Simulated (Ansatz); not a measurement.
## Geometry relaxation of Mg3O

Mg3O (4 atoms in the cell), computed with DFT, PBE, plane waves, PAW (Ansatz 0.2.0).

The structure was made by swapping elements on the sites of another compound; it need not be a known phase. The run did not end well.

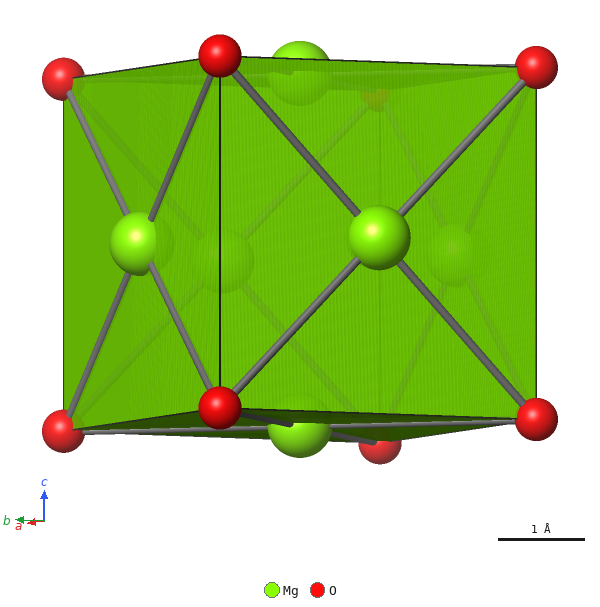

Fig. 1: The input geometry (polyhedral view of the cell of the calculation, seen at an oblique angle; polyhedra are completed across the faces of the cell).

Input
```yaml
crystal:
  lattice:
    - [4.1129870965, 0.0, 0.0]
    - [0.0, 4.1129870965, 0.0]
    - [0.0, 0.0, 4.1129870965]
  atoms:
    - { symbol: Mg, position: [0.0, 0.5, 0.5] }
    - { symbol: Mg, position: [0.5, 0.0, 0.5] }
    - { symbol: Mg, position: [0.5, 0.5, 0.0] }
    - { symbol: O, position: [0.0, 0.0, 0.0] }
  symmetry: { detect: false }
basis:
  ecutwfc: 420
kpoints:
  mp_grid: { grid: [12, 12, 12] }
hamiltonian:
  xc: pbe
scf:
  occupations: { method: gaussian, width: 0.1 }
output:
  forces: true
  eigenvalues: true
  stress: true
relax:
  adjacent_minimum: "off"
  f_tol: 0.005
  max_steps: 80
  cell: { stress_tol: 0.05 }
  max_displacement: 0.3
```

Launch command:
```bash
ansatz run input.yaml --threads 1 --pin off --max-ram 2560MiB --backend cpu --events-out ev --progress --plain --runs-dir out
```

Log
```
the start keeps a symmetry that the run doesn't impose, so 4 atoms are moved at random by 1.00e-2 Å, to let the relaxation leave a saddle point. relax.escape_saddle: false keeps them in place
Engine: ansatz 0.2.0, x86_64-unknown-linux-gnu
Pseudopotentials: kind: paw
Pseudopotential: Mg, paw, valence charge 10, recommended cutoff 420 eV (normal), Mg.paw.azcp
Pseudopotential: O, paw, valence charge 6, recommended cutoff 420 eV (normal), O.paw.azcp
Functional definition: PBE
  parameter kappa = 0.804
  parameter beta = 0.06672455060314922
  exchange = pbe_x(kappa = kappa, mu = beta*pi^2/3)
  correlation = pbe_c(beta = beta)
Crystal: 4 atoms, lattice volume = 69.578 Å³
Basis set: ecut = 420 eV, 1357 PW (Γ), exchange–correlation on 60×60×60 points (8 copies of the dense FFT grid, shifted against one another)
Bands: 22, of which v1, the nominal top of the filled ones, is band 18 counted from 1 (17 counted from 0)
Symmetry: 1 space group operations
k-points: 868 of 1728 (time reversal used)
Non-local potential: Mg, projectors of the file, l = 0: 3, l = 1: 2, l = 2: 1
Non-local potential: O, projectors of the file, l = 0: 2, l = 1: 2, l = 2: 1
PAW form: soft (Blöchl's): semilocal exchange-correlation on the pseudo side does not see the compensation charge
PAW one-centre angular grid: Mg, 110 points (default); XC on 64 Gauss nodes
PAW one-centre angular grid: O, 110 points (default); XC on 64 Gauss nodes
Initial density: superposition of atomic densities (neutral atoms: chi_scale 0, normalization atom), corrected by the library's trained network
Initial wavefunctions: pseudopotential atomic-orbital guess
Functional: x = pbe(κ = 0.804, μ = 0.2195149727645171), c = pbe(β = 0.06672455060314922)
SCF iter   1: F=—  HF=-6336.807194 eV  |F-HF|=—  |Δ(HF+E_count)|=         —  Δρ=3.20e-3  dr2=9.14e-3  ethr=1.77e-3  ⟨swp⟩=5.4  Hψ=84593  notcnv=0
preconditioner: auto → Kerker (q_TF=auto, 2.445 Å⁻¹)  [metal: Δε(μ)=0.036 eV  Ē_g=5.612 eV  σ=0.100 eV  W_gap=0.20  n_scr=18 (ndim 8)  ℏωp=14.1 eV  f_vac=0.000  D(μ)=0.99/eV (n_scr^D=6)]
SCF iter   2: F=—  HF=-6336.805113 eV  |F-HF|=—  |Δ(HF+E_count)|=   2.08e-3  Δρ=2.67e-3  dr2=6.60e-3  ethr=2.54e-5  ⟨swp⟩=1.7  Hψ=28364  notcnv=0
SCF iter   3: F=—  HF=-6336.804218 eV  |F-HF|=—  |Δ(HF+E_count)|=   8.95e-4  Δρ=1.54e-3  dr2=2.00e-3  ethr=1.83e-5  ⟨swp⟩=2.0  Hψ=24219  notcnv=0  defer=4
SCF iter   4: F=—  HF=-6336.804161 eV  |F-HF|=—  |Δ(HF+E_count)|=   5.68e-5  Δρ=1.51e-3  dr2=1.84e-3  ethr=5.55e-6  ⟨swp⟩=1.0  Hψ=19056  notcnv=0  defer=4
SCF iter   5: F=—  HF=-6336.803885 eV  |F-HF|=—  |Δ(HF+E_count)|=   2.76e-4  Δρ=1.07e-4  dr2=1.31e-5  ethr=5.12e-6  ⟨swp⟩=2.0  Hψ=21519  notcnv=0  defer=4
SCF iter   6: F=—  HF=-6336.803770 eV  |F-HF|=—  |Δ(HF+E_count)|=   1.15e-4  Δρ=7.55e-5  dr2=5.31e-6  ethr=3.64e-8  ⟨swp⟩=2.0  Hψ=23643  notcnv=0  defer=4
SCF iter   7: F=—  HF=-6336.803770 eV  |F-HF|=—  |Δ(HF+E_count)|=   5.66e-7  Δρ=1.91e-5  dr2=3.89e-7  ethr=1.47e-8  ⟨swp⟩=1.7  Hψ=20006  notcnv=0  defer=4
SCF iter   8: F=—  HF=-6336.803770 eV  |F-HF|=—  |Δ(HF+E_count)|=   3.56e-8  Δρ=1.01e-5  dr2=1.08e-7  ethr=2.78e-10  ⟨swp⟩=4.2  Hψ=59541  notcnv=0
SCF iter   9: F=-6336.803770 eV  HF=-6336.803770 eV  |F-HF|=2.05e-8  |Δ(HF+E_count)|=   1.31e-8  Δρ=4.60e-6  dr2=2.23e-8  ethr=2.78e-10  ⟨swp⟩=3.7  Hψ=44276  notcnv=0
SCF 1 converged in 9 iterations: F = -6336.803770 eV  dr2 = 2.23e-8
  greatest PAW one-centre occupation: 1.000 electrons in one spin orbital (limit 2), on the Mg atom at site 1 (counted from 0), in its partial waves of l = 0
relax step   1: F+E_penalty+E_count = -6336.80376950 eV  Δ(F+E_penalty+E_count) = +0.000e0 eV  max|allowed force component| = 6.598e-2 eV/Å  Δτ_max = 0.0000 Å  P = +0.299 GPa  Ω = 69.578 Å³  (9 SCF iters, dr2 threshold 1.00e-7 eV, accepted)
Crystal: 4 atoms, lattice volume = 70.140 Å³
Initial density: handed on by an earlier stage of this run
Initial wavefunctions: those handed on with the density
iter 1 solved again at ethr=1.83e-5 eV; its pass at ethr=3.10e-3 eV (dr2=6.58e-3 eV) is discarded
SCF iter   1: F=—  HF=-6336.807398 eV  |F-HF|=—  |Δ(HF+E_count)|=         —  Δρ=3.07e-3  dr2=6.33e-3  ethr=1.83e-5  ⟨swp⟩=1.7  Hψ=85671  notcnv=0
preconditioner: auto → Kerker (q_TF=auto, 2.441 Å⁻¹)  [metal: Δε(μ)=0.047 eV  Ē_g=5.601 eV  σ=0.100 eV  W_gap=0.25  n_scr=18 (ndim 8)  ℏωp=14.0 eV  f_vac=0.000  D(μ)=0.96/eV (n_scr^D=6)]
SCF iter   2: F=—  HF=-6336.806058 eV  |F-HF|=—  |Δ(HF+E_count)|=   1.34e-3  Δρ=1.50e-3  dr2=1.95e-3  ethr=1.76e-5  ⟨swp⟩=1.1  Hψ=19158  notcnv=0
SCF iter   3: F=—  HF=-6336.805509 eV  |F-HF|=—  |Δ(HF+E_count)|=   5.50e-4  Δρ=2.34e-4  dr2=7.56e-5  ethr=5.40e-6  ⟨swp⟩=2.0  Hψ=23375  notcnv=0
```

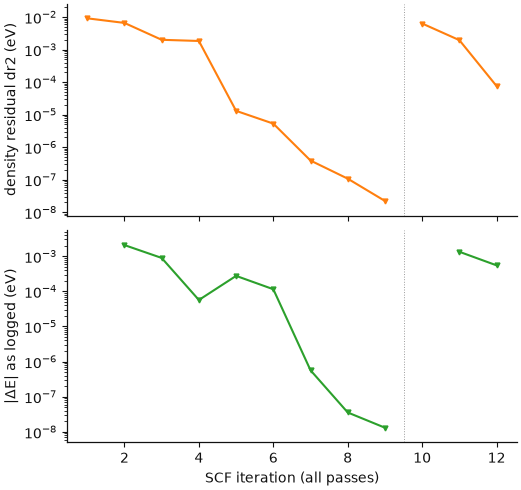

Fig. 2: Convergence of the self-consistent field: density residual dr2 and size of the energy change against the SCF iteration. Dotted lines part the SCF passes that the log prints in full.

```
Step cancelled. What follows is not a result of the run: it is the report of the last solve that finished, which converged after 9 SCF iterations.
Free energy (F): -6336.803770 eV
Harris-Foulkes:  -6336.803770 eV  (|F-HF|=2.05e-8)
Internal energy: -6336.798948 eV  (E = F + TS)
E sigma→0 (E₀):  -6336.801359 eV
Entropy (-TS):   -0.004822 eV (-1.205 meV/atom)
Fermi energy:    6.658341 eV
--- Per-component energies (eV) ---
  E_band       = -1062.568641
  E_kinetic    = 395.650617
  E_local      = -4983.621118  (includes V_loc(G=0)·N_el)
  E_nonlocal   = 335.819362
  E_hartree    = 1756.277475
  E_xc         = -159.161694
  E_vxc        = -204.231427  (∫ρ·V_xc dr)
  E_paw        = -1034.065984  (= ΣΔE_a)
  E_vpaw       = -118.742086  (= ΣTr[D̂ρ^β])
  E_aug_tail   = 0.002240  (compensation charges beyond the density's cutoff)
  E_ewald      = -2647.699845
  E_smearing   = -0.004822  (= −TS)
  E_closure    = -0.000000  (closes the sum)
  Σ components = -6336.803770   (vs F -6336.803770, Δ=0.00e0)
--- Forces (eV/Å), atoms counted from 1 ---
  atom   1  Mg    -0.01484231     0.02862395     0.00105399
  atom   2  Mg     0.00109530    -0.06597977    -0.00388583
  atom   3  Mg     0.00592374     0.01455764    -0.01761911
  atom   4  O      0.00782360     0.02279938     0.02045157
  max |Σ_I F_I| component: 1.21e-6 eV/Å
--- Stress (GPa, compression-positive) ---
        0.303964       0.001570      -0.001037
        0.001570       0.298081      -0.003052
       -0.001037      -0.003052       0.294791
  P = ⅓ Tr σ = 0.2989 GPa (2.989 kbar)
--- Band table (eV; the first three rows and the last of 868) ---
  k-point 0: bands = ["-69.7680", "-69.7573", "-69.7573", "-36.5473", "-36.5472", "-36.5472", "-36.5169", "-36.5169", "-36.5169", "-36.4860", "-36.4860", "-36.4860", "-10.6537", "0.4594", "3.4506", "3.4508", "3.4509", "8.8532", "8.8543", "9.0416", "9.0420", "9.0429"]
  k-point 1: bands = ["-69.7679", "-69.7575", "-69.7573", "-36.5467", "-36.5467", "-36.5463", "-36.5171", "-36.5171", "-36.5169", "-36.4870", "-36.4864", "-36.4864", "-10.6497", "0.4678", "3.4269", "3.4652", "3.4652", "8.1422", "8.9100", "9.0336", "9.0343", "9.5020"]
  k-point 2: bands = ["-69.7674", "-69.7579", "-69.7573", "-36.5450", "-36.5450", "-36.5437", "-36.5176", "-36.5175", "-36.5170", "-36.4899", "-36.4876", "-36.4875", "-10.6390", "0.4876", "3.3830", "3.5052", "3.5053", "7.2761", "9.0078", "9.0089", "9.0771", "9.9481"]
  k-point 867: bands = ["-69.7609", "-69.7608", "-69.7608", "-36.5592", "-36.5466", "-36.5466", "-36.5465", "-36.4973", "-36.4973", "-36.4972", "-36.4826", "-36.4825", "-10.5139", "2.6887", "2.6889", "2.6890", "4.3173", "5.9432", "5.9433", "5.9435", "9.4991", "9.4991"]
End of that report.
Error: SIGTERM received: cancelled by the caller after 3 completed SCF iterations
```

What the run reported

```tsv
quantity	value
outcome	stopped at the time limit
space group (tolerance 0.01 Å)	Pm-3m (221)
hardware	1 thread of Intel Xeon @ 2.50GHz (Skylake/Cascade Lake), 192 GiB of memory available, shared host
wall time	3.5 min
peak memory	1.4 GiB
```

Diagnosis

Settings chosen away from the usual ones: crystal.symmetry set to {"detect": false}; relax.f_tol set to 0.005 (from 0.01); relax.max_displacement set to 0.3. The run was cut off by its time limit, so the output is incomplete.
